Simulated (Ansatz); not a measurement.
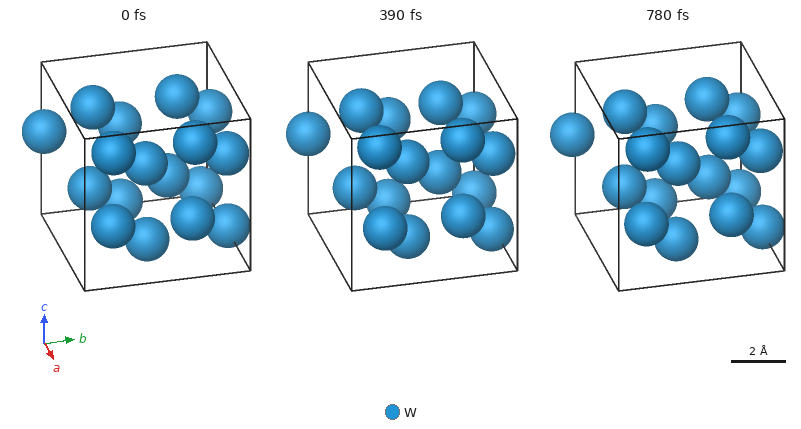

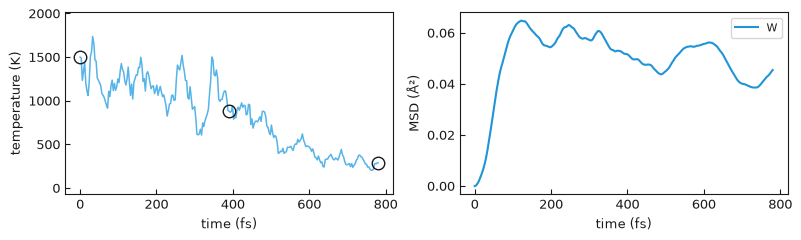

First-principles dynamics of a 16-atom cell of W, 780 fs long. It starts from the last geometry of an earlier run, with fresh velocities. Frames and the history of the run. A spheres-only model of the simulation cell, seen from a free direction.

The calculation used Ansatz 0.2.0, DFT LDA, scalar-relativistic, plane waves, PAW. Run with plane-wave cutoff 420 eV; k-point mesh 2 × 2 × 2; Fermi-Dirac smearing 0.17 eV; low-accuracy preset; volume 1.05 times that of the relaxed crystal; Langevin thermostat (NVT); set temperature 1600 K, then to 300 K over 195 steps, then to 300 K over 65 steps; time step 3 fs; friction 0.02 per fs.

Q: Describe the run.

A: Under the programmed temperature the kinetic temperature goes from 1247 K (first eighth) to 287 K (last eighth), with a peak of 1737 K. The potential energy in the second half lies on average 136 meV per atom below the first frame. The first frame is far from relaxed (forces up to 3.6 eV/Å), so much of the motion is the structure settling. In the second half of the run the atoms are, in the root-mean-square, this far from where they began (common drift taken out): W 0.22 Å. That is small against the typical shortest distance between atoms in the first frame, about 2.6 Å: the atoms vibrate about their sites and the arrangement holds.

Limits of the set-up: the k-point mesh is coarse for a cell with partly filled bands; the program's low-accuracy preset was used.
